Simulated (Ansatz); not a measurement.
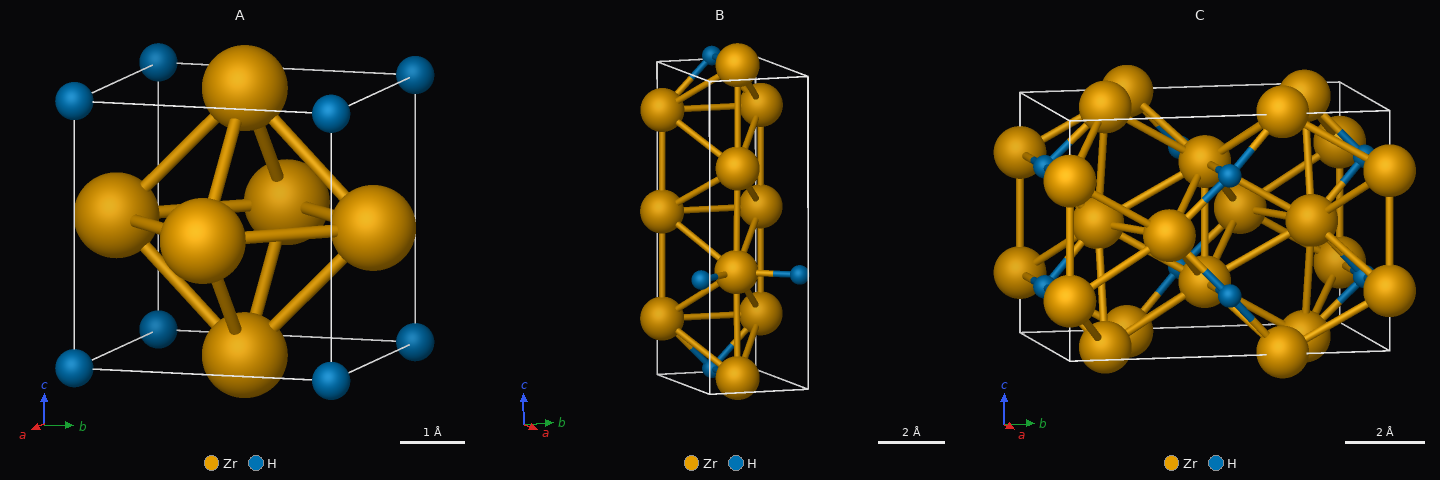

Three structures of Zr₃H, each relaxed to rest (conventional cells in solid outline, small ones repeated, each panel with its own scale). Method: Ansatz, DFT PBE, scalar-relativistic, plane waves, PAW, without spin polarisation.

> Give the type and space group of each panel.

A: Cu₃Au (L1₂) type, Pm-3m; B: 8 atoms a cell on a primitive monoclinic lattice, Pm; C: 16 atoms a cell on a body-centred orthorhombic lattice, Ibam.

> Rank them by energy, lowest first.

B, then C (+28 meV/atom) and A (+812 meV/atom), energies at zero smearing.

> Collect the results in a table.

| panel | structure | E − E(lowest) (meV/atom) | volume (Å³/atom) | gap (eV) |
| --- | --- | --- | --- | --- |
| B | Pm | 0 | 18.1 | metal |
| C | Ibam | 28 | 18.0 | metal |
| A | Pm-3m | 812 | 19.1 | metal |

Some of these may be structure types tried for this composition rather than known phases, and the most stable form need not be among them. Gaps are taken on the k-mesh or band path of each run.
